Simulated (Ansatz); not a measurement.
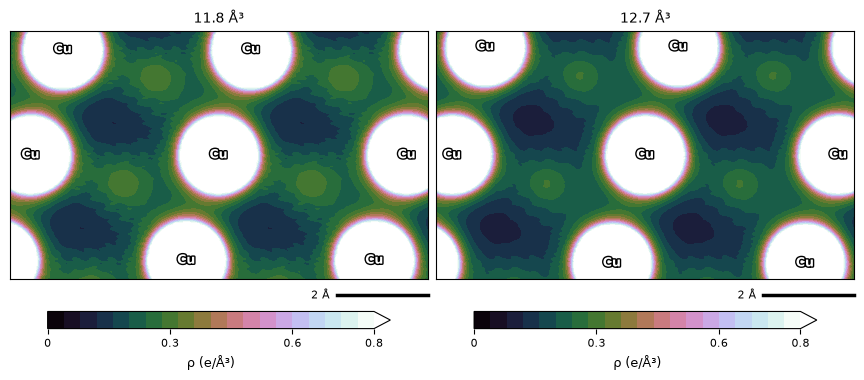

Cu. The valence electron density of cells scaled evenly to different volumes (given per atom above each panel), on the (001) plane of each (indices in the axes of the cell below), at one length scale and on one colour scale.

A structure from a database of computed crystals, not necessarily the ambient phase.

Computed with Kohn-Sham DFT of a periodic cell, HSE06, Ansatz PAW (Ansatz).

The density is the valence pseudo-density of a PAW calculation; it isn't the true density close to the nuclei.

The largest cell:

```xyz
2
Lattice="1.2424 -4.0544 0.0000 1.2424 4.0544 0.0000 0.0000 0.0000 2.5240" Properties=species:S:1:pos:R:3 pbc="T T T"
Cu    1.2424   -2.9689    1.8930
Cu    1.2424    2.9689    0.6310
```

| volume (Å³/atom) | Cu–Cu contact in the plane (Å) | ρ at its midpoint (e/Å³) | pressure (GPa) | 
| --- | --- | --- | --- |
| 11.75 | 2.421 | 0.309 | 9.4 | 
| 12.47 | 2.469 | ? | ? | 
| 12.71 | 2.485 | 0.269 | −1.2 | 

Question: What values belong in the row with question marks?

Answer: Over the known rows ln ρ falls by 2.17 per Å of Cu–Cu distance (the line through the two), which gives 0.278 e/Å³ at 2.469 Å; the calculation gives 0.277 e/Å³. For the pressure, a straight line in volume between the neighbouring rows gives 1.5 GPa; the calculation gives 1.0, lower because pressure rises ever faster on compression.
